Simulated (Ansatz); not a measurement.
AgI: several calculations on one system

## 1. Relaxation

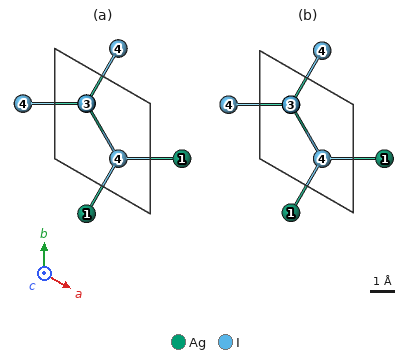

The structure of a crystal of AgI (set up in P6_3mc) before (left) and after (right) a relaxation, at one scale.

A ball-and-stick model of the cell of the calculation, seen along the c axis.

Case: relaxed at 3 GPa.

Level of theory: Ansatz, DFT r2SCAN, scalar-relativistic, plane waves, PAW.

Input file:
```yaml
crystal:
  lattice:
    - [4.6114862536, 0.0, 0.0]
    - [-2.3057431268, 3.9936642448, 0.0]
    - [0.0, 0.0, 7.5155408441]
  atoms:
    - { symbol: Ag, position: [0.3333333333, 0.6666666667, 0.0020184001] }
    - { symbol: Ag, position: [0.6666666667, 0.3333333333, 0.5020184001] }
    - { symbol: I, position: [0.3333333333, 0.6666666667, 0.3778815999] }
    - { symbol: I, position: [0.6666666667, 0.3333333333, 0.8778815999] }
basis:
  ecutwfc: 500
kpoints:
  mp_grid: { grid: [6, 6, 4] }
hamiltonian:
  xc: r2scan
scf:
  occupations: { method: gaussian, width: 0.02 }
output:
  forces: true
  stress: true
  eigenvalues: true
relax:
  adjacent_minimum: "off"
  f_tol: 0.008
  max_steps: 50
  cell: { stress_tol: 0.08, p_target: 3.0 }
```

Run as
```bash
ansatz run input.yaml --threads 1 --pin off --max-ram 2560MiB --backend cpu --events-out ev --progress --plain --runs-dir out
```

Describe what moved and what it gained.

Answer. The energy rises by 21.5 meV per atom in 3 accepted moves (4 points after the start). With the target pressure of 3 GPa, the enthalpy E + pV changes by −13.1 meV per atom. The largest force component goes from 0.0036 to 0.0069 eV/Å. Pressure: 0.87 GPa at the start and 2.98 GPa at the end. At 1 point the geometry stayed and the basis and grid were re-selected for the new cell (energy shift of 0.3 meV per atom at most each time). The largest moves relative to the cell, 0.005 Å, are those of Ag1, Ag2, I3 and I4. I3 goes along −c. Largest moves by element: I 0.005 Å, Ag 0.005 Å. The volume changes by −5.3 %, with a = b 4.611 → 4.522 Å (−1.9 %), c 7.516 → 7.399 Å (−1.5 %). Among the contacts that change: Ag1–I3 2.825 → 2.772 Å. The space group stays P6_3mc (No. 186).

## 2. Relaxation

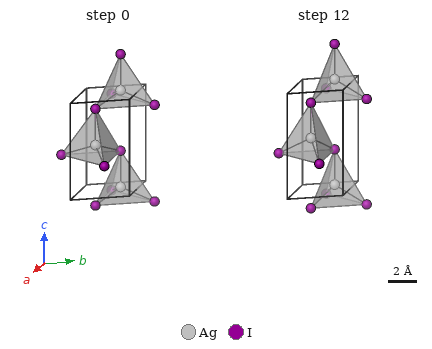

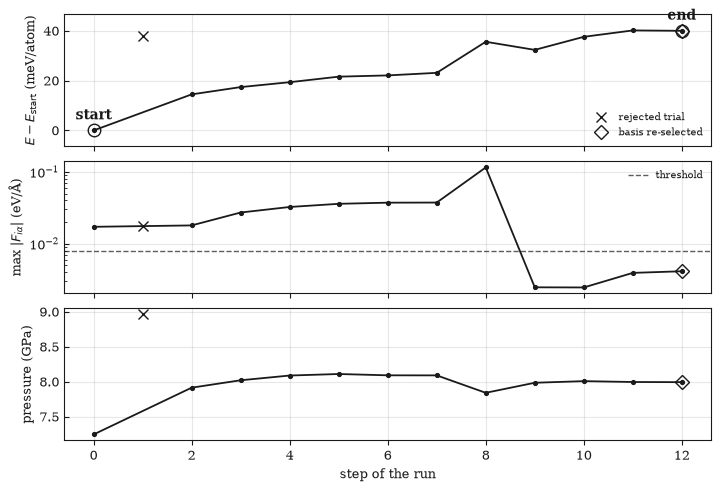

First and last geometry of a relaxation of crystalline AgI (set up in P6_3mc), with the history of the run. The picture is a polyhedral view of the cell of the calculation, seen slightly off an axis.

Case: relaxed at 8 GPa.

Method: Ansatz, DFT r2SCAN, scalar-relativistic, plane waves, PAW.

Input file:
```yaml
crystal:
  lattice:
    - [4.4028044418, 0.0, 0.0]
    - [-2.2014022209, 3.8129404945, 0.0]
    - [0.0, 0.0, 7.2046900547]
  atoms:
    - { symbol: Ag, position: [0.3333333333, 0.6666666667, 0.0026667967] }
    - { symbol: Ag, position: [0.6666666667, 0.3333333333, 0.5026667967] }
    - { symbol: I, position: [0.3333333333, 0.6666666667, 0.3772332033] }
    - { symbol: I, position: [0.6666666667, 0.3333333333, 0.8772332033] }
basis:
  ecutwfc: 500
kpoints:
  mp_grid: { grid: [6, 6, 4] }
hamiltonian:
  xc: r2scan
scf:
  occupations: { method: gaussian, width: 0.02 }
output:
  forces: true
  stress: true
  eigenvalues: true
relax:
  adjacent_minimum: "off"
  f_tol: 0.008
  max_steps: 50
  cell: { stress_tol: 0.08, p_target: 8.0 }
```

Run as
```bash
ansatz run input.yaml --threads 1 --pin off --max-ram 2560MiB --backend cpu --events-out ev --progress --plain --runs-dir out
```

Question: Did the run converge, and what did it change?

Answer: It converged. The energy rises by 40.0 meV per atom in 10 accepted moves (12 points after the start). With the target pressure of 8 GPa, the enthalpy E + pV changes by −6.3 meV per atom. Largest force component: 0.017 eV/Å at the start, 0.0041 eV/Å at the end. Pressure: 7.25 GPa at the start and 7.99 GPa at the end. The line search rejected the trial step at point 1 of the run. The SCF was repeated once at an unchanged geometry on a basis and grid sized afresh for the cell, which shifted the energy by 0.2 meV per atom at most. The largest moves relative to the cell, 0.16 Å, are those of Ag1, Ag2, I3 and I4. I3 goes along −c. Largest moves by element: I 0.16 Å, Ag 0.16 Å. Cell: a = b 4.403 → 4.149 Å (−5.8 %), c 7.205 → 7.863 Å (+9.1 %). Volume −3.1 %. Near-neighbour distances that change, for instance: Ag1–I3 2.699 → 2.627 Å, Ag1–I4 2.698 → 2.728 Å. Bond angles that change, for instance: Ag2–I3–Ag2 109.4° → 99.0°, I4–Ag1–I4 109.4° → 99.0°, Ag1–I3–Ag2 109.6° → 118.6°. The space group stays P6_3mc (No. 186).

```
step  E − E(0), meV/atom  largest force component, eV/Å  pressure, GPa  volume, Å³/atom                      note
   0                0.00                         0.0172           7.25           30.237                          
   1               38.01                         0.0175           8.96           29.477                  rejected
   2               14.49                         0.0180           7.92           29.927                          
   3               17.41                         0.0272           8.02           29.852                          
   4               19.38                         0.0325           8.09           29.806                          
   5               21.60                         0.0360           8.11           29.745                          
   6               22.10                         0.0373           8.09           29.728                          
   7               23.14                         0.0374           8.09           29.700                          
   8               35.62                         0.1153           7.84           29.412                          
   9               32.36                         0.0025           7.99           29.473                          
  10               37.61                         0.0025           8.01           29.362                          
  11               40.17                         0.0039           8.00           29.310                          
  12               40.02                         0.0041           7.99           29.310  same geometry, new basis
```

## 3. Series

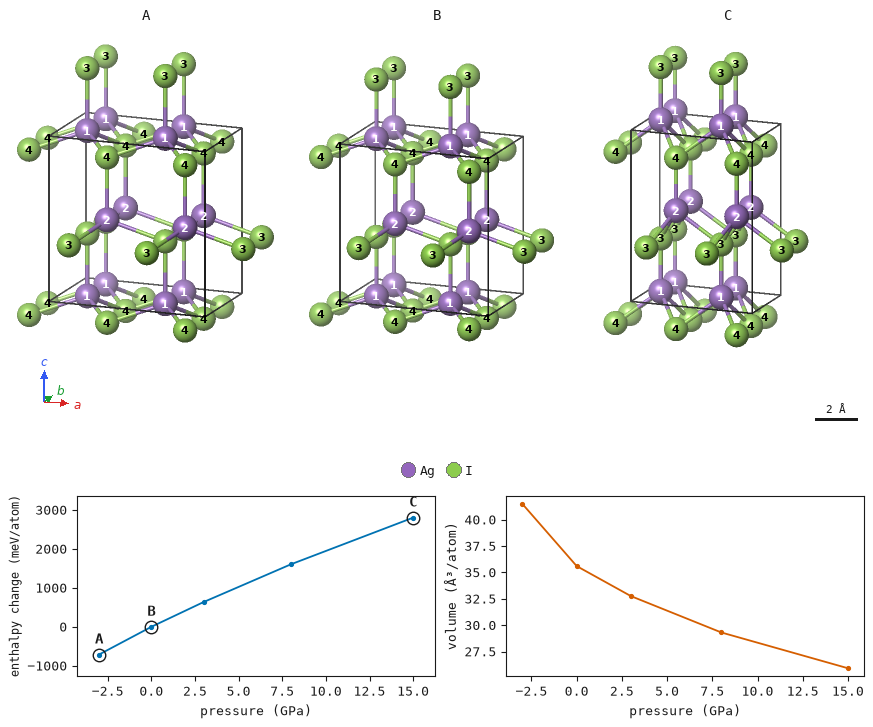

Members of a series of calculations on solid AgI (set up in P6_3mc), marked on the first curve. A ball-and-stick model of the cell of the calculation, repeated to show the pattern, seen slightly off an axis.

Method: DFT r2SCAN, scalar-relativistic, plane waves, PAW (Ansatz 0.2.0). (plane-wave cutoff 500 eV; occupations gaussian; smearing width 0.02 eV; no spin polarisation) The k-mesh is chosen for each cell (6×6×4, 12×12×4).

Q: How does the crystal respond to pressure?

A: The structure is relaxed at several pressures. A (pressure −3.0 GPa): enthalpy change −712 meV/atom, volume 41.49 Å³ per atom. B (pressure 0.0 GPa): enthalpy change 0.0 meV/atom, volume 35.60 Å³ per atom. C (pressure 15.0 GPa): enthalpy change 2803 meV/atom, volume 25.92 Å³ per atom. The rest compares A with C. The drawn cell changes as follows: a = b 9.808 → 7.615 Å (−22.4 %), c 7.968 → 8.258 Å (+3.6 %); the volume changes by −37.5 %. Among the bonded contacts that change: Ag–I 2.998 → 2.542 to 2.711 Å.
